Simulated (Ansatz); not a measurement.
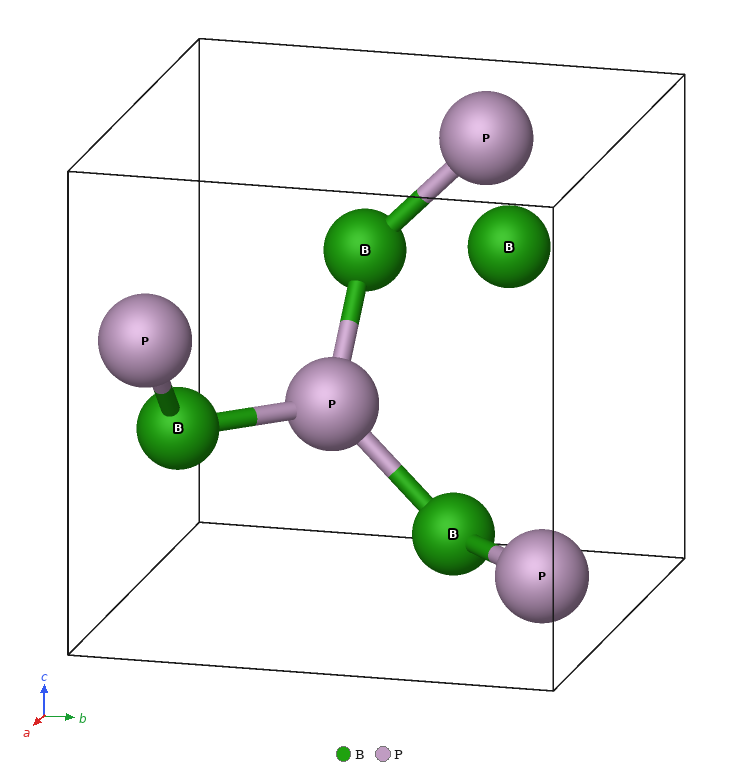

View slightly off an axis, drawn as a ball-and-stick model. The lines enclose the conventional unit cell; boundary atoms appear with their images. Cell: a = 5.32 Å, b = 5.32 Å, c = 5.32 Å, α = 90.00°, β = 90.00°, γ = 90.00°.

The cell started as a structure type filled with these elements by a generator (whether the compound takes this form wasn't checked). Earlier steps of the study may have refined or changed the cell and positions. It was run through Ansatz as a DFT input.

Q: Caption:

A: The structure is one of BP. Symmetry: P4_132 (No. 213), primitive cubic lattice. In the cell are 4 B, 4 P, which makes 4 formula units. B is linked to three P in a trigonal planar arrangement at about 1.9 Å. Each P has three B in a trigonal planar arrangement at about 1.9 Å. The bonds build a three-dimensional framework.

Computed with Ansatz, DFT PBE, scalar-relativistic, plane waves, PAW. Settings: a 420 eV plane-wave basis, k-grid 8×8×8, Gaussian smearing of 0.1 eV, no spin polarisation.

Q: What is the band gap, if any?

A: A metal: bands cross the Fermi level.

Q: State the Bader charges by element.

A: B +0.58 e; P -0.58 e.

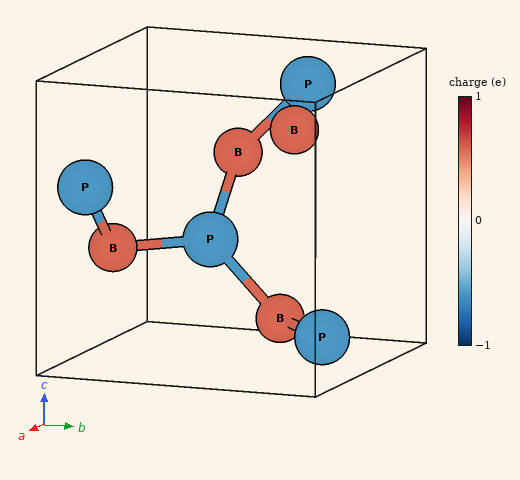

The atoms coloured by those charges. The run's cell of 8 atoms is drawn.

Q: Do the forces and the stress vanish for this geometry?

A: Yes. All forces vanish to within 0.01 eV/Å. The pressure is 0.0 GPa, close to zero.
